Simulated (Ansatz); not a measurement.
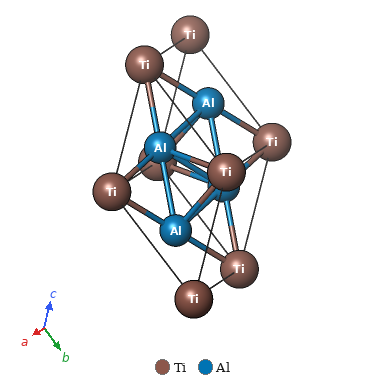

System: TiAl₃, space group I4/mmm (No. 139). The picture shows the cell.

The given structure:
```yaml
crystal:
  lattice:
    - [-1.90777, 1.90777, 4.27700]
    - [1.90777, -1.90777, 4.27700]
    - [1.90777, 1.90777, -4.27700]
  atoms:
    - { symbol: Ti, position: [0.00000, 0.00000, 0.00000] }
    - { symbol: Al, position: [0.50000, 0.50000, 0.00000] }
    - { symbol: Al, position: [0.75000, 0.25000, 0.50000] }
    - { symbol: Al, position: [0.25000, 0.75000, 0.50000] }
```

How it was computed, with Ansatz 0.2.0: one atom of a crystal moved along a line, all else fixed, by plane-wave density functional theory with PAW datasets, free energies less that of the undisturbed cell; scalar-relativistic. Level: PBEsol, no spin polarisation.

```csv
setting,value
wave cutoff,420 eV
k mesh,18×18×18
occupations,Gaussian
smearing width,0.15 eV
k shift,"(0, 0, 0) (mesh steps)"
start,relaxed
moved atom,2
direction,"(0, 0, 1) (Cartesian unit vector)"
```

The points at displacement −0.15, −0.05, 0.1 and 0.2 follow from computed ones by symmetry.

Predict the energy change against displacement. The displacement takes the values −0.200, −0.150, −0.100, −0.050, 0.000, 0.025, 0.050, 0.075, 0.100, 0.125, 0.150, 0.175, 0.200 Å.

The energy rises on both sides of the starting structure, which is therefore a minimum along this path. The energy change is 0.0859 eV/cell at displacement −0.200 Å and 0.0859 eV/cell at 0.200 Å; the lowest computed point is at displacement 0.000 Å (0.0000 eV/cell), and no other minimum shows. The harmonic force constant k (E = k x²/2 near the start) is 4.2 eV/Å².

| displacement (Å) | energy change (eV/cell) |
| --- | --- |
| −0.200 | 0.0859 |
| −0.150 | 0.0478 |
| −0.100 | 0.0211 |
| −0.050 | 0.0053 |
| 0.000 | 0.0000 |
| 0.025 | 0.0013 |
| 0.050 | 0.0053 |
| 0.075 | 0.0118 |
| 0.100 | 0.0211 |
| 0.125 | 0.0331 |
| 0.150 | 0.0478 |
| 0.175 | 0.0654 |
| 0.200 | 0.0859 |

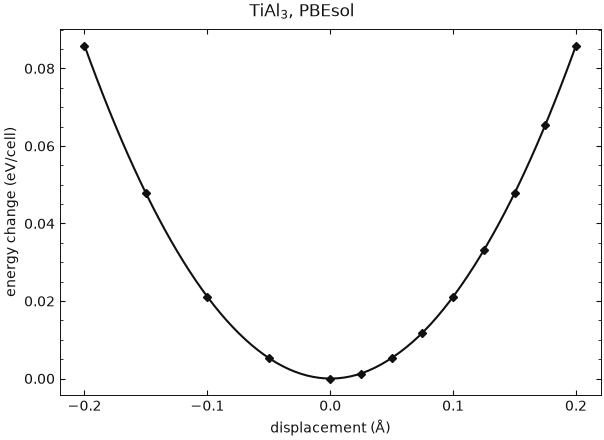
